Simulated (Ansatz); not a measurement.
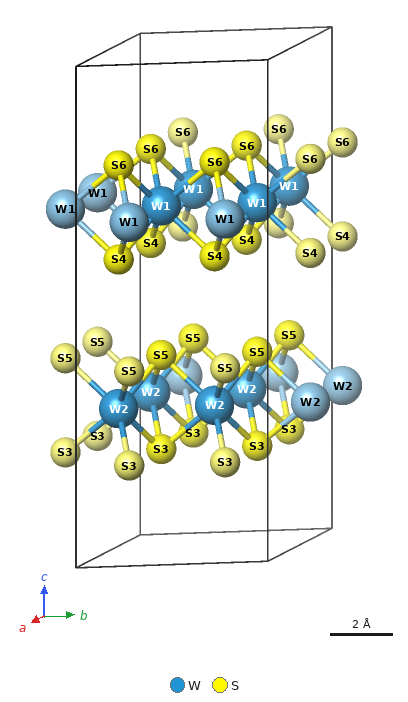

Fig. 1: The input geometry (ball-and-stick view of the 2 × 2 repeat of the cell, with the vacuum cut short, seen slightly off an axis; neighbours outside the cell are drawn fainter; atoms are numbered from 1 in the order of the input). An atom can appear more than once, as a periodic image. Near neighbours in the periodic cell (some may lie outside the picture): W has 6 S at 2.41 Å; S has 3 W at 2.41 Å.

# Run report: WS2, geometry relaxation (part 1 of 2)

WS2 (P-3m1, 6 atoms in the cell), computed with DFT PBEsol, scalar-relativistic, plane waves, PAW, no spin polarisation (Ansatz 0.2.0).

The structure derives from a Materials Project entry. Figures and captions count atoms from 1; the log counts them from 0 in places.

The program's output
```
Engine: ansatz 0.2.0, x86_64-unknown-linux-gnu
Pseudopotentials: kind: paw
Pseudopotential: W, paw, valence charge 14, recommended cutoff 420 eV (normal), W.paw.azcp
Pseudopotential: S, paw, valence charge 6, recommended cutoff 420 eV (normal), S.paw.azcp
Functional definition: PBEsol
  exchange = pbesol_x
  correlation = pbesol_c
Crystal: 6 atoms, lattice volume = 207.700 Å³
Basis set: ecut = 420 eV, 4099 PW (Γ), exchange–correlation on 48×48×320 points (8 copies of the dense FFT grid, shifted against one another)
Bands: 32, of which v1, the nominal top of the filled ones, is band 26 counted from 1 (25 counted from 0)
Symmetry: 12 space group operations
Space group: P-3m1 (ITA 164), of the structure as read, at distance tolerance 5.9e-5 Å
k-points: 38 of 288
Non-local potential: W, projectors of the file, l = 0: 3, l = 1: 2, l = 2: 2, l = 3: 1
Non-local potential: S, projectors of the file, l = 0: 2, l = 1: 2, l = 2: 2
PAW form: soft (Blöchl's): semilocal exchange-correlation on the pseudo side does not see the compensation charge
PAW frozen core: W, regenerated for the run's functional, and the local potential with it (the file was generated under x = pbe(κ = 0.804, μ = 0.2195149727645171), c = pbe(β = 0.06672455060314922))
PAW frozen core: S, regenerated for the run's functional, and the local potential with it (the file was generated under x = pbe(κ = 0.804, μ = 0.2195149727645171), c = pbe(β = 0.06672455060314922))
PAW one-centre angular grid: W, 590 points (default); XC on 64 Gauss nodes
PAW one-centre angular grid: S, 110 points (default); XC on 64 Gauss nodes
Initial density: superposition of atomic densities (neutral atoms: chi_scale 0, normalization atom), corrected by the library's trained network
Initial wavefunctions: pseudopotential atomic-orbital guess
Functional: x = pbesol(κ = 0.804, μ = 0.12345679012345678), c = pbesol(β = 0.046)
SCF iter   1: F=—  HF=-24058.124832 eV  |F-HF|=—  |Δ(HF+E_count)|=         —  Δρ=6.55e-3  dr2=2.07e-1  ethr=1.77e-3  ⟨swp⟩=8.6  Hψ=6479  notcnv=0
preconditioner: auto → none  [insulator: Δε(μ)=1.348 eV  Ē_g=8.277 eV  σ=0.020 eV  W_gap=1.00  n_scr=16 (ndim 8)  ℏωp=15.5 eV  f_vac=0.458  D(μ)=0.00/eV (n_scr^D=0)  ε∞_Penn≈4.5]
SCF iter   2: F=—  HF=-24058.228843 eV  |F-HF|=—  |Δ(HF+E_count)|=   1.04e-1  Δρ=9.51e-3  dr2=9.09e-1  ethr=3.98e-4  ⟨swp⟩=3.9  Hψ=2938  notcnv=0  defer=52  recentre
SCF iter   3: F=—  HF=-24058.103147 eV  |F-HF|=—  |Δ(HF+E_count)|=   1.26e-1  Δρ=2.78e-3  dr2=4.75e-2  ethr=3.98e-4  ⟨swp⟩=3.5  Hψ=2242  notcnv=0  defer=52
SCF iter   4: F=—  HF=-24058.100769 eV  |F-HF|=—  |Δ(HF+E_count)|=   2.38e-3  Δρ=1.97e-3  dr2=7.12e-3  ethr=9.14e-5  ⟨swp⟩=2.9  Hψ=1847  notcnv=0  defer=50
SCF iter   5: F=—  HF=-24058.103824 eV  |F-HF|=—  |Δ(HF+E_count)|=   3.06e-3  Δρ=7.46e-4  dr2=3.15e-4  ethr=1.37e-5  ⟨swp⟩=2.2  Hψ=1847  notcnv=0  defer=50
SCF iter   6: F=—  HF=-24058.104533 eV  |F-HF|=—  |Δ(HF+E_count)|=   7.09e-4  Δρ=2.21e-4  dr2=4.37e-5  ethr=6.06e-7  ⟨swp⟩=2.1  Hψ=1889  notcnv=0  defer=50
SCF iter   7: F=—  HF=-24058.104347 eV  |F-HF|=—  |Δ(HF+E_count)|=   1.85e-4  Δρ=2.98e-5  dr2=1.87e-6  ethr=8.40e-8  ⟨swp⟩=2.1  Hψ=1816  notcnv=0  defer=50
iter 8 did not close the SCF: its close was put off until two iterations running show no level that it waits for move by more than its bar (scf_convergence_deferred on its scf_iter line)
SCF iter   8: F=-24058.104349 eV  HF=-24058.104349 eV  |F-HF|=8.32e-8  |Δ(HF+E_count)|=   1.25e-6  Δρ=8.60e-6  dr2=9.87e-8  ethr=1.92e-10  ⟨swp⟩=16.0  Hψ=12151  notcnv=0
iter 9 did not close the SCF: its close was put off until two iterations running show no level that it waits for move by more than its bar (scf_convergence_deferred on its scf_iter line)
SCF iter   9: F=-24058.104349 eV  HF=-24058.104349 eV  |F-HF|=4.40e-9  |Δ(HF+E_count)|=   1.12e-7  Δρ=1.38e-6  dr2=1.61e-8  ethr=1.90e-10  ⟨swp⟩=8.8  Hψ=9403  notcnv=0
SCF iter  10: F=-24058.104349 eV  HF=-24058.104349 eV  |F-HF|=1.16e-9  |Δ(HF+E_count)|=   7.70e-9  Δρ=3.04e-7  dr2=3.23e-10  ethr=3.09e-11  ⟨swp⟩=8.1  Hψ=8356  notcnv=0
SCF 1 converged in 10 iterations: F = -24058.104349 eV  dr2 = 3.23e-10
  greatest PAW one-centre occupation: 1.000 electrons in one spin orbital (limit 2), on the W atom at site 1 (counted from 0), in its partial waves of l = 0
relax step   1: F+E_penalty+E_count = -24058.10434869 eV  Δ(F+E_penalty+E_count) = +0.000e0 eV  max|allowed force component| = 1.147e-1 eV/Å  Δτ_max = 0.0000 Å  P = -1.509 GPa  Ω = 207.700 Å³  (10 SCF iters, dr2 threshold 1.00e-7 eV, accepted)
Crystal: 6 atoms, lattice volume = 196.207 Å³
Basis set: ecut = 420 eV, 3823 PW (Γ), exchange–correlation on 48×48×320 points (8 copies of the dense FFT grid, shifted against one another)
Initial density: handed on by an earlier stage of this run
Initial wavefunctions: those handed on with the density
iter 1 solved again at ethr=2.02e-4 eV; its pass at ethr=3.10e-3 eV (dr2=1.05e-1 eV) is discarded
SCF iter   1: F=—  HF=-24058.104196 eV  |F-HF|=—  |Δ(HF+E_count)|=         —  Δρ=6.09e-3  dr2=1.09e-1  ethr=2.02e-4  ⟨swp⟩=2.4  Hψ=8152  notcnv=0
preconditioner: auto → none  [insulator: Δε(μ)=1.581 eV  Ē_g=8.530 eV  σ=0.020 eV  W_gap=1.00  n_scr=16 (ndim 8)  ℏωp=15.9 eV  f_vac=0.458  D(μ)=0.00/eV (n_scr^D=0)  ε∞_Penn≈4.5]
SCF iter   2: F=—  HF=-24058.153895 eV  |F-HF|=—  |Δ(HF+E_count)|=   4.97e-2  Δρ=6.27e-3  dr2=6.24e-1  ethr=2.02e-4  ⟨swp⟩=5.6  Hψ=2912  notcnv=0  defer=8  recentre
SCF iter   3: F=—  HF=-24058.093759 eV  |F-HF|=—  |Δ(HF+E_count)|=   6.01e-2  Δρ=4.42e-3  dr2=8.22e-2  ethr=2.02e-4  ⟨swp⟩=5.2  Hψ=2638  notcnv=0  defer=48
SCF iter   4: F=—  HF=-24058.085833 eV  |F-HF|=—  |Δ(HF+E_count)|=   7.93e-3  Δρ=2.17e-3  dr2=1.41e-2  ethr=1.58e-4  ⟨swp⟩=3.3  Hψ=1845  notcnv=0  defer=60
SCF iter   5: F=—  HF=-24058.084131 eV  |F-HF|=—  |Δ(HF+E_count)|=   1.70e-3  Δρ=8.30e-4  dr2=5.94e-4  ethr=2.71e-5  ⟨swp⟩=2.7  Hψ=1893  notcnv=0  defer=60
SCF iter   6: F=—  HF=-24058.083920 eV  |F-HF|=—  |Δ(HF+E_count)|=   2.11e-4  Δρ=1.52e-4  dr2=3.06e-5  ethr=1.14e-6  ⟨swp⟩=2.9  Hψ=2767  notcnv=0  defer=54
SCF iter   7: F=—  HF=-24058.083917 eV  |F-HF|=—  |Δ(HF+E_count)|=   3.63e-6  Δρ=4.71e-5  dr2=2.00e-6  ethr=5.89e-8  ⟨swp⟩=3.0  Hψ=2183  notcnv=0  defer=54
SCF iter   8: F=-24058.083917 eV  HF=-24058.083917 eV  |F-HF|=3.25e-9  |Δ(HF+E_count)|=   6.18e-8  Δρ=1.03e-5  dr2=6.60e-8  ethr=1.15e-9  ⟨swp⟩=19.7  Hψ=12361  notcnv=0
SCF 2 converged in 8 iterations: F = -24058.083917 eV  dr2 = 6.60e-8
relax step   2: F+E_penalty+E_count = -24058.08391657 eV  Δ(F+E_penalty+E_count) = +2.043e-2 eV  max|allowed force component| = 2.191e-1 eV/Å  Δτ_max = 0.1053 Å  P = +1.054 GPa  Ω = 196.207 Å³  energy of the carried Pulay correction = +9.505e-4 eV  (8 SCF iters, dr2 threshold 6.00e-7 eV, rejected (line search))
Crystal: 6 atoms, lattice volume = 202.577 Å³
Basis set: ecut = 420 eV, 3931 PW (Γ), exchange–correlation on 48×48×320 points (8 copies of the dense FFT grid, shifted against one another)
iter 1 solved again at ethr=5.78e-5 eV; its pass at ethr=3.10e-3 eV (dr2=3.01e-2 eV) is discarded
SCF iter   1: F=—  HF=-24058.139946 eV  |F-HF|=—  |Δ(HF+E_count)|=         —  Δρ=2.90e-3  dr2=2.84e-2  ethr=5.78e-5  ⟨swp⟩=2.2  Hψ=7656  notcnv=0
preconditioner: auto → none  [insulator: Δε(μ)=1.571 eV  Ē_g=8.456 eV  σ=0.020 eV  W_gap=1.00  n_scr=16 (ndim 8)  ℏωp=15.7 eV  f_vac=0.458  D(μ)=0.00/eV (n_scr^D=0)  ε∞_Penn≈4.4]
SCF iter   2: F=—  HF=-24058.150941 eV  |F-HF|=—  |Δ(HF+E_count)|=   1.10e-2  Δρ=3.09e-3  dr2=1.41e-1  ethr=5.47e-5  ⟨swp⟩=4.9  Hψ=2752  notcnv=0  defer=6  recentre
SCF iter   3: F=—  HF=-24058.137073 eV  |F-HF|=—  |Δ(HF+E_count)|=   1.39e-2  Δρ=2.05e-3  dr2=2.04e-2  ethr=5.47e-5  ⟨swp⟩=4.4  Hψ=2449  notcnv=0  defer=4
SCF iter   4: F=—  HF=-24058.135096 eV  |F-HF|=—  |Δ(HF+E_count)|=   1.98e-3  Δρ=9.94e-4  dr2=3.64e-3  ethr=3.93e-5  ⟨swp⟩=3.3  Hψ=1899  notcnv=0  defer=26
SCF iter   5: F=—  HF=-24058.134661 eV  |F-HF|=—  |Δ(HF+E_count)|=   4.35e-4  Δρ=4.48e-4  dr2=1.74e-4  ethr=6.99e-6  ⟨swp⟩=2.4  Hψ=1665  notcnv=0  defer=24
SCF iter   6: F=—  HF=-24058.134638 eV  |F-HF|=—  |Δ(HF+E_count)|=   2.29e-5  Δρ=8.66e-5  dr2=1.70e-5  ethr=3.35e-7  ⟨swp⟩=2.1  Hψ=1984  notcnv=0  defer=18
SCF iter   7: F=—  HF=-24058.134654 eV  |F-HF|=—  |Δ(HF+E_count)|=   1.62e-5  Δρ=2.43e-5  dr2=1.35e-6  ethr=3.27e-8  ⟨swp⟩=2.2  Hψ=2091  notcnv=0  defer=18
SCF iter   8: F=—  HF=-24058.134554 eV  |F-HF|=—  |Δ(HF+E_count)|=   1.00e-4  Δρ=6.14e-6  dr2=7.63e-8  ethr=2.59e-9  ⟨swp⟩=2.8  Hψ=2361  notcnv=0  defer=18
SCF iter   9: F=—  HF=-24058.134554 eV  |F-HF|=—  |Δ(HF+E_count)|=   3.07e-9  Δρ=9.29e-7  dr2=1.50e-9  ethr=1.47e-10  ⟨swp⟩=2.6  Hψ=1978  notcnv=0  defer=18
SCF iter  10: F=—  HF=-24058.134554 eV  |F-HF|=—  |Δ(HF+E_count)|=  3.24e-10  Δρ=2.59e-7  dr2=1.69e-10  ethr=2.89e-12  ⟨swp⟩=2.8  Hψ=2649  notcnv=0  defer=18
SCF iter  11: F=—  HF=-24058.134554 eV  |F-HF|=—  |Δ(HF+E_count)|=  5.09e-11  Δρ=1.70e-7  dr2=1.66e-10  ethr=1.00e-12  ⟨swp⟩=11.8  Hψ=8081  notcnv=0
SCF iter  12: F=-24058.134554 eV  HF=-24058.134554 eV  |F-HF|=2.55e-11  |Δ(HF+E_count)|=  1.46e-11  Δρ=4.22e-8  dr2=4.08e-12  ethr=1.00e-12  ⟨swp⟩=7.0  Hψ=7287  notcnv=0
SCF 3 converged in 12 iterations: F = -24058.134554 eV  dr2 = 4.08e-12
relax step   3: F+E_penalty+E_count = -24058.13455367 eV  Δ(F+E_penalty+E_count) = -3.020e-2 eV  max|allowed force component| = 5.466e-2 eV/Å  Δτ_max = 0.0519 Å  P = -0.232 GPa  Ω = 202.577 Å³  energy of the carried Pulay correction = +4.171e-4 eV  (12 SCF iters, accepted)
Crystal: 6 atoms, lattice volume = 201.931 Å³
iter 1 solved again at ethr=1.75e-5 eV; its pass at ethr=3.10e-3 eV (dr2=9.08e-3 eV) is discarded
SCF iter   1: F=—  HF=-24058.136733 eV  |F-HF|=—  |Δ(HF+E_count)|=         —  Δρ=2.30e-3  dr2=9.01e-3  ethr=1.75e-5  ⟨swp⟩=3.4  Hψ=6854  notcnv=0
preconditioner: auto → none  [insulator: Δε(μ)=1.527 eV  Ē_g=8.465 eV  σ=0.020 eV  W_gap=1.00  n_scr=16 (ndim 8)  ℏωp=15.7 eV  f_vac=0.460  D(μ)=0.00/eV (n_scr^D=0)  ε∞_Penn≈4.4]
SCF iter   2: F=—  HF=-24058.142453 eV  |F-HF|=—  |Δ(HF+E_count)|=   5.72e-3  Δρ=1.63e-3  dr2=7.60e-2  ethr=1.73e-5  ⟨swp⟩=3.7  Hψ=2435  notcnv=0  defer=8  recentre
SCF iter   3: F=—  HF=-24058.136239 eV  |F-HF|=—  |Δ(HF+E_count)|=   6.21e-3  Δρ=1.75e-3  dr2=7.98e-3  ethr=1.73e-5  ⟨swp⟩=4.0  Hψ=2464  notcnv=0  defer=8
SCF iter   4: F=—  HF=-24058.135559 eV  |F-HF|=—  |Δ(HF+E_count)|=   6.81e-4  Δρ=1.31e-3  dr2=1.54e-3  ethr=1.53e-5  ⟨swp⟩=2.1  Hψ=1388  notcnv=0  defer=8
SCF iter   5: F=—  HF=-24058.135266 eV  |F-HF|=—  |Δ(HF+E_count)|=   2.92e-4  Δρ=3.77e-4  dr2=1.07e-4  ethr=2.96e-6  ⟨swp⟩=2.5  Hψ=2098  notcnv=0
SCF iter   6: F=—  HF=-24058.135248 eV  |F-HF|=—  |Δ(HF+E_count)|=   1.81e-5  Δρ=8.40e-5  dr2=1.11e-5  ethr=2.07e-7  ⟨swp⟩=2.6  Hψ=1878  notcnv=0
SCF iter   7: F=—  HF=-24058.135247 eV  |F-HF|=—  |Δ(HF+E_count)|=   6.51e-7  Δρ=1.88e-5  dr2=4.51e-7  ethr=2.14e-8  ⟨swp⟩=2.5  Hψ=1976  notcnv=0
SCF iter   8: F=-24058.135247 eV  HF=-24058.135247 eV  |F-HF|=1.22e-7  |Δ(HF+E_count)|=   4.85e-8  Δρ=7.65e-6  dr2=1.56e-7  ethr=4.12e-10  ⟨swp⟩=14.8  Hψ=11329  notcnv=0
SCF 4 converged in 8 iterations: F = -24058.135247 eV  dr2 = 1.56e-7
relax step   4: F+E_penalty+E_count = -24058.13524732 eV  Δ(F+E_penalty+E_count) = -6.936e-4 eV  max|allowed force component| = 1.196e-2 eV/Å  Δτ_max = 0.0291 Å  P = -0.015 GPa  Ω = 201.931 Å³  energy of the carried Pulay correction = +4.705e-4 eV  (8 SCF iters, dr2 threshold 2.14e-7 eV, accepted)
Crystal: 6 atoms, lattice volume = 201.989 Å³
iter 1 solved again at ethr=4.60e-9 eV; its pass at ethr=3.10e-3 eV (dr2=2.39e-6 eV) is discarded
SCF iter   1: F=—  HF=-24058.135173 eV  |F-HF|=—  |Δ(HF+E_count)|=         —  Δρ=3.72e-5  dr2=2.33e-6  ethr=4.60e-9  ⟨swp⟩=3.3  Hψ=7067  notcnv=0
preconditioner: auto → none  [insulator: Δε(μ)=1.525 eV  Ē_g=8.466 eV  σ=0.020 eV  W_gap=1.00  n_scr=16 (ndim 8)  ℏωp=15.7 eV  f_vac=0.460  D(μ)=0.00/eV (n_scr^D=0)  ε∞_Penn≈4.4]
SCF iter   2: F=—  HF=-24058.135260 eV  |F-HF|=—  |Δ(HF+E_count)|=   8.71e-5  Δρ=1.57e-5  dr2=4.80e-7  ethr=4.49e-9  ⟨swp⟩=2.0  Hψ=1748  notcnv=0
SCF iter   3: F=—  HF=-24058.135260 eV  |F-HF|=—  |Δ(HF+E_count)|=   2.90e-7  Δρ=1.39e-5  dr2=3.71e-6  ethr=9.22e-10  ⟨swp⟩=3.1  Hψ=2427  notcnv=0  recentre
SCF iter   4: F=—  HF=-24058.135260 eV  |F-HF|=—  |Δ(HF+E_count)|=   3.38e-7  Δρ=6.19e-6  dr2=4.22e-7  ethr=9.22e-10  ⟨swp⟩=3.2  Hψ=2412  notcnv=0
SCF iter   5: F=—  HF=-24058.135260 eV  |F-HF|=—  |Δ(HF+E_count)|=   3.48e-8  Δρ=3.70e-6  dr2=4.55e-8  ethr=8.12e-10  ⟨swp⟩=2.0  Hψ=1502  notcnv=0
SCF iter   6: F=-24058.135260 eV  HF=-24058.135260 eV  |F-HF|=4.95e-10  |Δ(HF+E_count)|=   5.11e-9  Δρ=1.38e-6  dr2=2.05e-9  ethr=1.72e-11  ⟨swp⟩=8.9  Hψ=9247  notcnv=0
SCF 5 converged in 6 iterations: F = -24058.135260 eV  dr2 = 2.05e-9
relax step   5: F+E_penalty+E_count = -24058.13526009 eV  Δ(F+E_penalty+E_count) = -1.277e-5 eV  max|allowed force component| = 1.551e-3 eV/Å  Δτ_max = 0.0007 Å  P = -0.002 GPa  Ω = 201.989 Å³  energy of the carried Pulay correction = +4.656e-4 eV  (6 SCF iters, dr2 threshold 8.94e-9 eV, accepted)
Initial wavefunctions: pseudopotential atomic-orbital guess (no wavefunctions were taken with the density)
iter 1 solved again at ethr=3.14e-7 eV; its pass at ethr=3.10e-3 eV (dr2=1.63e-4 eV) is discarded
SCF iter   1: F=—  HF=-24058.134815 eV  |F-HF|=—  |Δ(HF+E_count)|=         —  Δρ=2.93e-5  dr2=2.47e-7  ethr=3.14e-7  ⟨swp⟩=4.3  Hψ=10678  notcnv=0
SCF iter   2: F=—  HF=-24058.134807 eV  |F-HF|=—  |Δ(HF+E_count)|=   7.85e-6  Δρ=1.43e-5  dr2=5.99e-8  ethr=4.75e-10  ⟨swp⟩=3.5  Hψ=2896  notcnv=0
SCF iter   3: F=—  HF=-24058.134807 eV  |F-HF|=—  |Δ(HF+E_count)|=   4.31e-8  Δρ=3.89e-6  dr2=1.53e-7  ethr=1.15e-10  ⟨swp⟩=2.0  Hψ=2204  notcnv=0  recentre
SCF iter   4: F=—  HF=-24058.134807 eV  |F-HF|=—  |Δ(HF+E_count)|=   2.35e-8  Δρ=1.56e-6  dr2=1.45e-8  ethr=1.15e-10  ⟨swp⟩=2.0  Hψ=1744  notcnv=0
SCF iter   5: F=—  HF=-24058.134807 eV  |F-HF|=—  |Δ(HF+E_count)|=  4.22e-10  Δρ=1.01e-6  dr2=1.13e-8  ethr=2.80e-11  ⟨swp⟩=2.5  Hψ=1822  notcnv=0
SCF iter   6: F=—  HF=-24058.134807 eV  |F-HF|=—  |Δ(HF+E_count)|=  9.64e-10  Δρ=6.30e-7  dr2=6.18e-10  ethr=2.17e-11  ⟨swp⟩=1.8  Hψ=1442  notcnv=0
SCF iter   7: F=-24058.134807 eV  HF=-24058.134807 eV  |F-HF|=7.28e-11  |Δ(HF+E_count)|=  2.18e-11  Δρ=1.46e-7  dr2=2.07e-11  ethr=1.00e-12  ⟨swp⟩=7.4  Hψ=8480  notcnv=0
SCF 6 converged in 7 iterations: F = -24058.134807 eV  dr2 = 2.07e-11
relax step   6: F+E_penalty+E_count = -24058.13480691 eV  Δ(F+E_penalty+E_count) = +4.532e-4 eV  max|allowed force component| = 1.456e-3 eV/Å  Δτ_max = 0.0000 Å  P = -0.002 GPa  Ω = 201.989 Å³  stress off target by 6.32e-3 GPa  SCF on the basis re-selected at this cell (its energy is not comparable with the rows above)  (7 SCF iters)
```

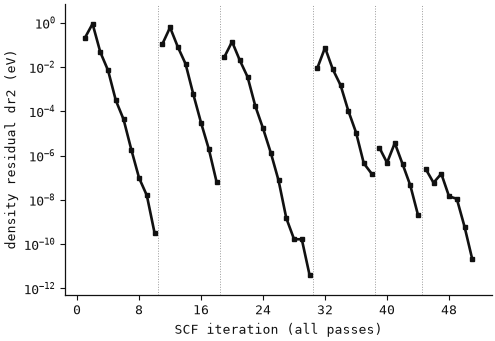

Fig. 2: Convergence of the self-consistent field: density residual dr2 against the SCF iteration. The dotted lines part the SCF passes of the relaxation: geometry steps, rejected trials and re-solves on a re-selected basis. The 6 passes take 6 to 12 iterations each, 51 in all.

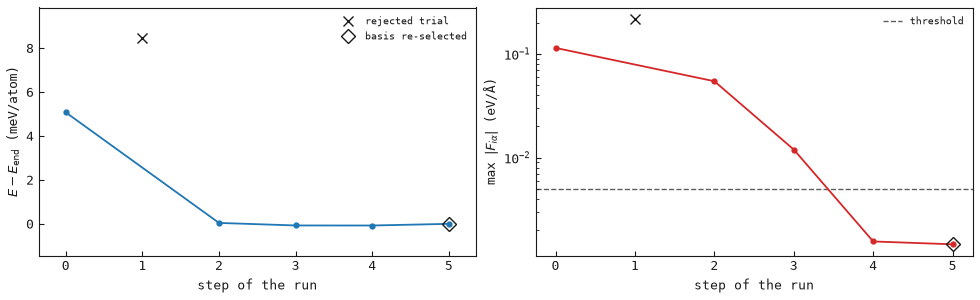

Fig. 3: Progress of the relaxation, step by step (the first geometry is step 0 here and step 1 in the log).
